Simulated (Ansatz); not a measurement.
Consider SnO2.

```xyz
24
Lattice="10.5806 0.0000 0.0000 0.0000 10.5806 0.0000 0.0000 0.0000 3.1759" Properties=species:S:1:pos:R:3 pbc="T T T"
Sn    1.7542    3.6952    0.0000
Sn    7.0444    8.9854    1.5879
Sn    3.6952    8.8264    0.0000
Sn    8.9854    3.5361    1.5879
Sn    6.8854    1.7542    0.0000
Sn    1.5951    7.0444    1.5879
Sn    3.5361    1.5951    1.5879
Sn    8.8264    6.8854    0.0000
O     4.8556    1.6906    0.0000
O    10.1459    6.9809    1.5879
O     1.6906    5.7249    0.0000
O     6.9809    0.4347    1.5879
O     8.8900    4.8556    0.0000
O     3.5997   10.1459    1.5879
O     0.4347    3.5997    1.5879
O     5.7249    8.8900    0.0000
O     3.0747    3.6384    1.5879
O     8.3650    8.9287    0.0000
O     8.9287    2.2156    0.0000
O     3.6384    7.5059    1.5879
O     2.2156    1.6518    0.0000
O     7.5059    6.9421    1.5879
O     1.6518    8.3650    0.0000
O     6.9421    3.0747    1.5879
```

Space group I4/m; a structure from a database of computed crystals, not necessarily the ambient phase.

Theory: DFT LDA, scalar-relativistic, plane waves, PAW in Ansatz.

Q: Predict the valence pseudo-density and electron localisation function between the atoms.

A: Sn–O (2.03 Å): ρ is about 0.71 e/Å³ halfway; the ELF peaks at about 0.80 in the valence shell of O, 0.6 Å from its nucleus, and is about 0.25 at the midpoint; no localised pair shows between them.
Sn–O (2.07 Å): the density is about 0.66 e/Å³ at the midpoint; the ELF peaks at about 0.80 in the valence shell of O, 0.6 Å from its nucleus, and is about 0.25 at the midpoint: no shared electron pair shows on this line.

Q: Does the calculation give a band gap?

A: It is gapped, with a Kohn–Sham gap of 2.0 eV on the k-point mesh, an upper bound to the gap of this method.

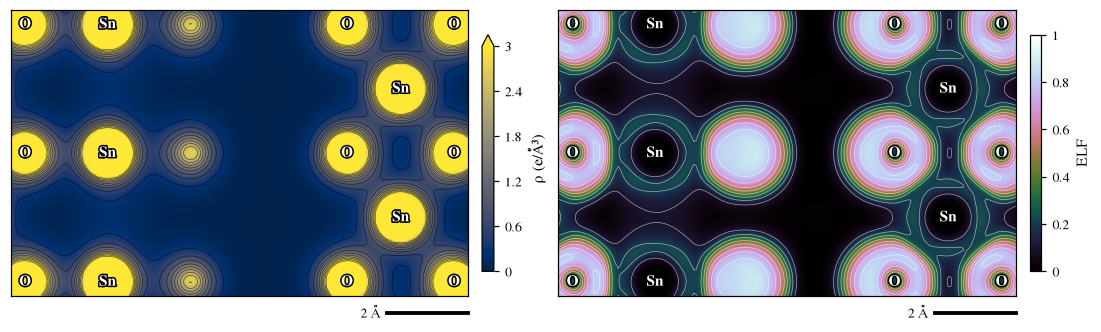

Computed valence pseudo-density and electron localisation function on the (100) plane of the conventional cell, in this order. Atoms just off the plane (O, 0.5 Å away) can leave unmarked features too.

Core electrons are frozen (PAW), and the valence fields are smoothed inside the atomic spheres.
